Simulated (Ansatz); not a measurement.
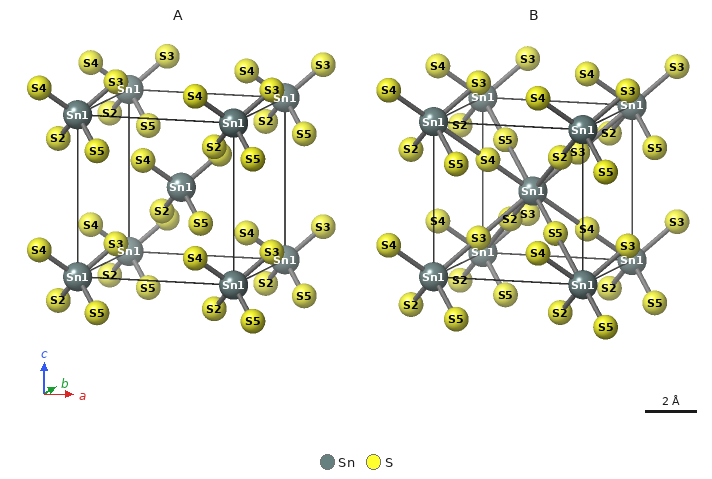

Two geometries of a crystal of SnS4 (a generated structure, set up in I-43m) (coarse preliminary run), drawn at one scale. One is the start of a relaxation, the other its converged end. Style: ball-and-stick. Shown: the conventional cell (2 times the calculation's cell), slightly off an axis. Lengths and directions refer to the drawn axes.

Computed with Ansatz, DFT PBE, scalar-relativistic, plane waves, PAW. Settings: plane-wave cutoff 420 eV; k-point mesh 4 × 4 × 4; occupations gaussian; smearing width 0.1 eV; no spin polarisation; cell and atoms relaxed; force threshold 0.04 eV/Å; at most 70 steps.

> Which one is relaxed?

Structure B is the relaxed one. The largest moves relative to the cell, 0.45 Å, are those of S2, S3, S4 and S5. S4 goes along [−1 −1 1]. Sn stays in place. The volume changes by −12.3 %, with a = b = c 6.541 → 6.261 Å (−4.3 %). Among the contacts that change: Sn1–S2 3.572 → 2.967 Å, Sn1–S2 (another image) 2.093 → 2.455 Å. The space group stays I-43m (No. 217). Over 6 accepted moves (7 points after the start) the energy falls by 4.605 eV per cell of the calculation. The largest force component goes from 4.4 to 0.0034 eV/Å. Pressure: 21.33 GPa at the start and −0.07 GPa at the end. At 1 point the geometry stayed and the basis and grid were re-selected for the new cell (energy shift of 1.9 meV per cell of the calculation at most each time).
